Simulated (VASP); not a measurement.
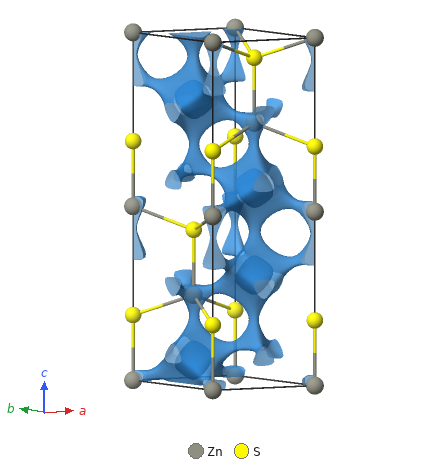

Bond-valence mismatch map for Zn2+ in ZnS (P6_3mc, No. 186): the blue surface encloses the points where |V − 2| < 0.4 v.u. (1×1×1 cells, view from a free direction). Pale faces close the region where the drawn box cuts it.

At each point the valence sum V of a Zn2+ ion is computed from the anions within 5 Å (s = exp((R0 − d)/b), R0 fitted to published crystal structures with b = 0.37 Å; R0: Zn2+–S 2.088 Å). The other Zn2+ ions are ignored. This is an empirical screen for pathways, not an energy calculation.

Source of the atomic positions: an entry of the Crystallography Open Database, as set up for an electronic-structure calculation.

```
Zn S
1.0
     3.82270    0.00000    0.00000
    -1.91135    3.31056    0.00000
     0.00000    0.00000   12.52000
Zn S
4 4
Cartesian
  1.9113 1.1035 9.3900
  0.0000 2.2070 3.1300
  0.0000 0.0000 6.2600
  0.0000 0.0000 0.0000
  1.9113 1.1035 11.7375
  0.0000 2.2070 5.4775
  0.0000 0.0000 8.6075
  0.0000 0.0000 2.3475
```

What pathways for Zn2+ does the map suggest at this level (counting the regions that come within 0.6 Å of a Zn site)?

The regions form a three-dimensional network.

At which mismatch do paths open?

From a mismatch of about 0.25 v.u. the regions form a three-dimensional network. These are grid estimates, good to about 0.1 v.u.

What is the valence sum at the Zn sites themselves?

2.03 v.u., against the formal 2.
